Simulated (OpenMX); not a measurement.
**Energy of YN along an even scaling of the cell**

System: YN (Fm-3m, 2 atoms in the cell).
Method: Kohn-Sham DFT of a periodic cell, PBE, OpenMX 2013 PBE set, no spin polarisation (OpenMX 3.8.5).

The 7 runs differ only in the geometry, by an even scaling of the cell at fixed fractional positions. The structure derives from an entry of the Crystallography Open Database.

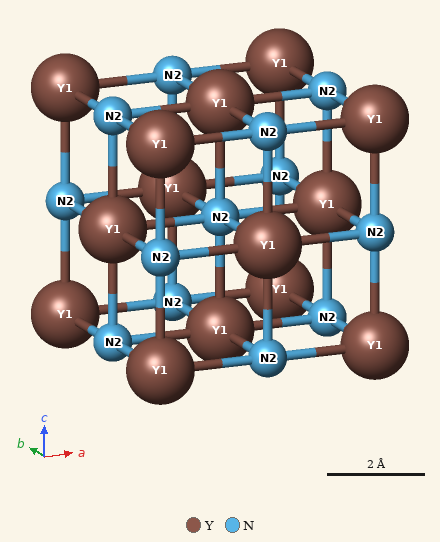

Figure 1. The structure of run 4 (ball-and-stick view of the cell 4 times as large as that of the calculation, set on its symmetry axes, seen slightly off an axis; atoms are numbered from 1 in the order of the input).

### Input of run 4
```
System.CurrrentDirectory             ./
System.Name                          YN
DATA.PATH                            ./DFT_DATA13
level.of.stdout                      1
level.of.fileout                     0
Species.Number                       2
<Definition.of.Atomic.Species
  Y   Y8.0-s3p2d2            Y_PBE13
  N   N6.0-s2p2d1            N_PBE13
Definition.of.Atomic.Species>

Atoms.Number                         2
Atoms.SpeciesAndCoordinates.Unit     FRAC
<Atoms.SpeciesAndCoordinates
    1  Y     0.0000000000    0.0000000000    0.0000000000   5.500  5.500
    2  N     0.5000000000    0.5000000000    0.5000000000   2.500  2.500
Atoms.SpeciesAndCoordinates>

Atoms.UnitVectors.Unit               Ang
<Atoms.UnitVectors
     0.0000000000    2.4385000000    2.4385000000
     2.4385000000    0.0000000000    2.4385000000
     2.4385000000    2.4385000000    0.0000000000
Atoms.UnitVectors>

scf.XcType                           GGA-PBE
scf.SpinPolarization                 off
scf.ElectronicTemperature            580.226
scf.energycutoff                     400.0
scf.maxIter                          100
scf.EigenvalueSolver                 band
scf.Kgrid                            9 9 9
scf.Mixing.Type                      rmm-diisk
scf.Init.Mixing.Weight               0.05
scf.Min.Mixing.Weight                0.001
scf.Max.Mixing.Weight                0.3
scf.Mixing.History                   25
scf.Mixing.StartPulay                8
scf.criterion                        1.0e-8
scf.stress.tensor                    on
MD.Type                              nomd
```

Command:
```bash
openmx YN.dat -nt 1 > YN.std
```

Run 6 has the same physical settings and fractional positions; its lattice vectors (Å) are:
```
   0.000000    2.470589    2.470589
   2.470589    0.000000    2.470589
   2.470589    2.470589    0.000000
```

### Results, with one run withheld

```csv
run,volume per atom (Å³),"free energy per atom, from the lowest run given (meV)"
1,13.630,51.85
2,13.920,28.42
3,14.210,12.44
4,14.500,3.19
5,14.790,0.00
6,15.080,?
7,15.370,9.47
```

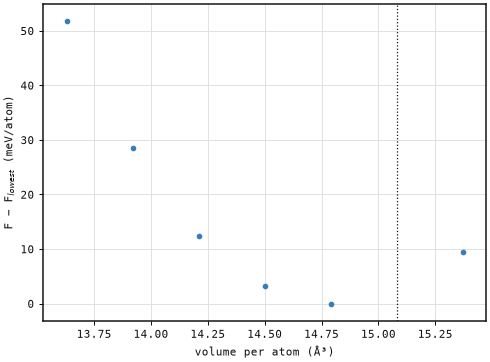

Figure 2. Free energy per atom of the runs given; the dotted line marks run 6.

What should run 6 give?

A cubic polynomial in V^(−2/3) (the Birch–Murnaghan form), fitted to the 6 runs given, misses them by under 0.01 meV per atom. With x = V^(−2/3) − 0.16907 Å⁻², it reads F = 6.1092 + 3773.8 x + 5.8289e+05 x² + 4.5388e+05 x³ (meV per atom). At run 6 it gives 2.27 meV per atom, and the run itself gives 2.23. The fit has its minimum at 14.810 Å³ per atom, where V d²F/dV² gives 153 GPa: the bulk modulus at this level, since symmetry fixes the shape and the positions.

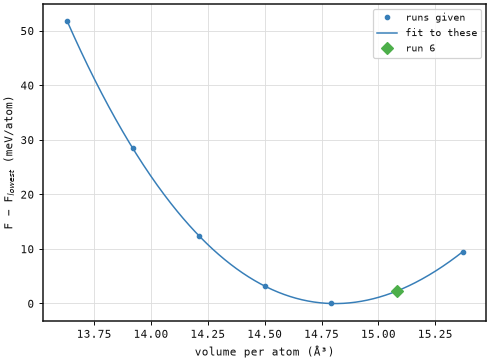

Figure 3. The fit and the withheld run.

### Some lines of the output (run 6)
```
[...]
  Cell_Volume =    203.529854466515 (Bohr^3)
        Total energy (Hartree) at MD = 1
   kloop=0
   kloop=1
   kloop=364
```

Notes: With a small basis of atomic orbitals these values can differ much from converged plane-wave results.
